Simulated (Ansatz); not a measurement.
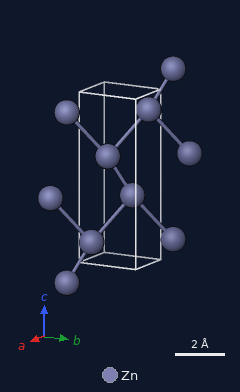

Starting structure of a crystal of Zn (built on the iodine_64 type) (coarse preliminary run). The picture is a ball-and-stick view of the cell of the calculation, seen slightly off an axis.

Case: iodine type (Cmce, No. 64).

The calculation used DFT PBEsol, scalar-relativistic, plane waves, PAW in Ansatz.

The input:
```yaml
crystal:
  lattice:
    - [2.6140511515, -1.7276878389, 0.0]
    - [2.6140511515, 1.7276878389, 0.0]
    - [0.0, 0.0, 7.0476692657]
  atoms:
    - { symbol: Zn, position: [0.85, 0.15, 0.117] }
    - { symbol: Zn, position: [0.65, 0.35, 0.617] }
    - { symbol: Zn, position: [0.15, 0.85, 0.883] }
    - { symbol: Zn, position: [0.35, 0.65, 0.383] }
basis:
  ecutwfc: 420
kpoints:
  mp_grid: { grid: [6, 6, 4] }
hamiltonian:
  xc: pbesol
scf:
  occupations: { method: gaussian, width: 0.1 }
  lower_state_search: "off"
output:
  forces: true
  stress: true
  eigenvalues: true
relax:
  adjacent_minimum: "off"
  f_tol: 0.04
  max_steps: 70
  cell: { stress_tol: 0.4 }
```

**Predict the outcome.**

Over 10 accepted moves (13 points after the start) the energy falls by 2.879 eV per cell of the calculation. The largest force component goes from 5.1 to 0.00039 eV/Å. The pressure goes from 16.88 to 0.01 GPa. The line search rejected the trial step at point 8 of the run. At 2 points the geometry stayed and the basis and grid were re-selected for the new cell (energy shift of 20.9 meV per cell of the calculation at most each time). The largest moves relative to the cell, 0.31 Å, are those of Zn1, Zn2, Zn3 and Zn4. Zn4 goes roughly along [−1 1 0]. The volume changes by −9.7 %, with a = b 3.133 → 2.714 Å (−13.4 %), c 7.048 → 8.422 Å (+19.5 %), γ 66.9° → 67.9°. Among the contacts that change: Zn1–Zn3 1.948 → 2.594 Å, Zn1–Zn1 3.133 → 2.714 Å, Zn1–Zn3 (another image) 2.927 → 2.594 Å, Zn1–Zn4 2.549 → 2.594 Å. Bond angles that change, for instance: Zn4–Zn1–Zn4 85.3° → 71.5°, Zn3–Zn1–Zn4 169.5° → 180.0°, Zn3–Zn1–Zn4 105.2° → 108.5°. The space group (tolerance 0.01 Å) goes from Cmce (No. 64) to Fmmm (No. 69).

History of the run:

```
step  E − E(0), meV/atom  largest force component, eV/Å  pressure, GPa  volume, Å³/atom                      note
   0                0.00                         5.1120          16.88           15.915                          
   1             -486.17                         1.3204           4.45           15.475                          
   2             -602.64                         0.6479           2.24           14.893                          
   3             -673.46                         0.3587           0.88           14.561                          
   4             -704.80                         0.1234           2.19           13.947                          
   5             -707.09                         0.0982           1.46           14.075                          
   6             -707.81                         0.0408          -2.13           14.742                          
   7             -713.20                         0.0117          -0.11           14.351                          
   8             -713.03                         0.0081           0.18           14.249                  rejected
   9             -713.44                         0.0010           0.06           14.312                          
  10             -718.68                         0.0010           0.60           14.312  same geometry, new basis
  11             -719.61                         0.0012           0.35           14.317                          
  12             -719.69                         0.0004           0.02           14.370                          
  13             -719.73                         0.0004           0.01           14.370  same geometry, new basis
```

The structure at the end:

```
Zn
1.0
     2.25170   -1.51550    0.00000
     2.25170    1.51550    0.00000
     0.00000    0.00000    8.42229
Zn
4
Cartesian
  2.2517 -0.7579 1.0528
  2.2517 -0.7576 5.2639
  2.2517 0.7579 7.3695
  2.2517 0.7576 3.1584
```

After the run, drawn alike:

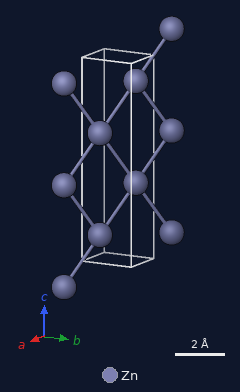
